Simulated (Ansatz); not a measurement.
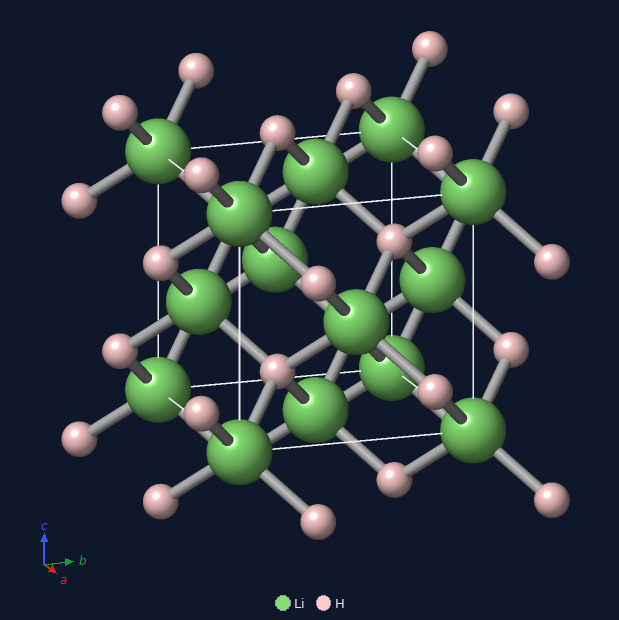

Ball-and-stick drawing of the structure, looking slightly off an axis. One conventional unit cell is outlined, and atoms on its boundary appear in each equivalent place. Every bond is drawn to its end, so some atoms lie outside the box.

LiH, zinc blende (sphalerite type), space group F-43m (No. 216), a = 4.142 Å, b = 4.142 Å, c = 4.142 Å, α = 90.00°, β = 90.00°, γ = 90.00°. The structure was taken from a structure type filled with these elements by a generator (whether the compound takes this form wasn't checked). The cell was then strained or its atoms displaced on purpose. An electronic-structure calculation with Ansatz was run on it.

This one geometry was computed with Ansatz (DFT, plane waves, PAW) at three levels of theory: HSE06, r2SCAN and PBE. It was relaxed with r2SCAN and then strained.

How does the band gap change with the level of theory?

PBE: a gap of 4.36 eV, indirect; r2SCAN: a gap of 4.89 eV, indirect; HSE06: a gap of 5.43 eV, indirect.

Collect the results in a table.

| level | cutoff (eV) | k-mesh of the run's cell | gap (eV) | pressure (GPa) |
| --- | --- | --- | --- | --- |
| HSE06 | 420 | 8×8×8 | 5.43 | 3.0 |
| r2SCAN | 500 | 10×10×10 | 4.89 | 3.4 |
| PBE | 420 | 10×10×10 | 4.36 | 3.3 |

Gaps are taken on the k-mesh or band path of each run.
